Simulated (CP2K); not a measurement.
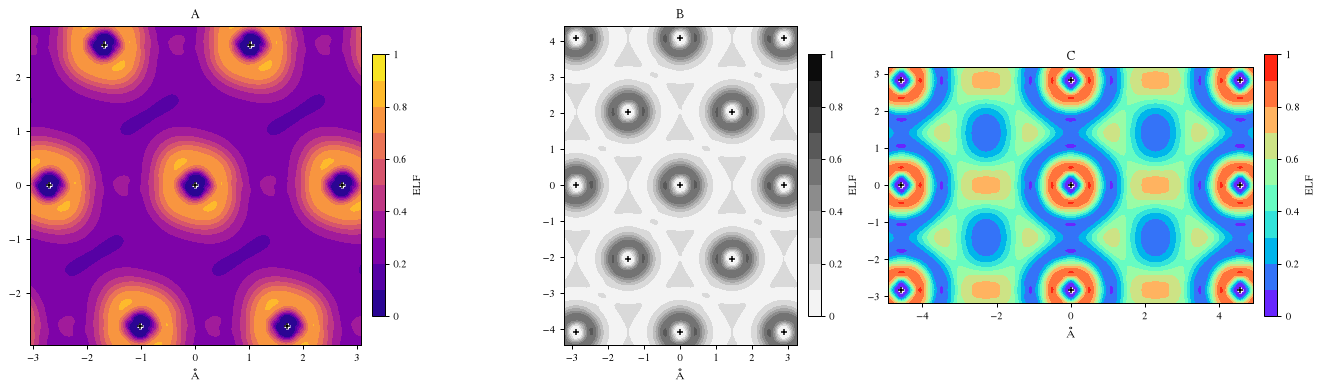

The ELF of 3 systems, each on a plane through atoms (crosses mark nuclei in the plane).

Theory: Kohn-Sham DFT of a periodic cell, PBEsol, GTH-PBE with UZH-TZVP basis (CP2K 2026.2).

System 1: Ti, the (100) plane of the conventional cell. Space group P6/mmm; a structure from a database of computed crystals, not necessarily the ambient phase; computed pressure about −3 GPa in this cell.

```
CELL_PARAMETERS angstrom
4.56737 0.00000 0.00000
-2.28369 3.95546 0.00000
0.00000 0.00000 2.82624
ATOMIC_POSITIONS crystal
Ti 0.66667 0.33333 0.50000
Ti 0.33333 0.66667 0.50000
Ti 0.00000 0.00000 0.00000
```

System 2: Pt, the (101̄) plane of the conventional cell. Space group P-1; a structure from a database of computed crystals, not necessarily the ambient phase; changed on purpose from its base cell (cell strained at random at fixed volume); computed pressure about −10 GPa in this cell.

System 3: Fe, the (110) plane of the conventional cell. Space group Im-3m; computed pressure about −12 GPa in this cell; spin-polarised.

```xyz
2
Lattice="1.6662 -1.1782 -2.0407 1.6662 2.3564 0.0000 1.6662 -1.1782 2.0407" Properties=species:S:1:pos:R:3 pbc="T T T"
Fe    0.0000    0.0000    0.0000
Fe    2.4993    0.0000    0.0000
```

**Match each panel to its system.**

Panel A is system 2, Pt: the plane holds Pt. Pt–Pt (2.72 Å): the ELF is about 0.30 at the midpoint (no shared electron pair shows on this line). Panel B is system 3, Fe: the plane holds Fe. Fe–Fe (2.50 Å): the ELF is about 0.10 at the midpoint. Panel C is system 1, Ti: the plane holds Ti. Ti–Ti (2.83 Å): the ELF is about 0.15 at the midpoint (no shared electron pair shows on this line).
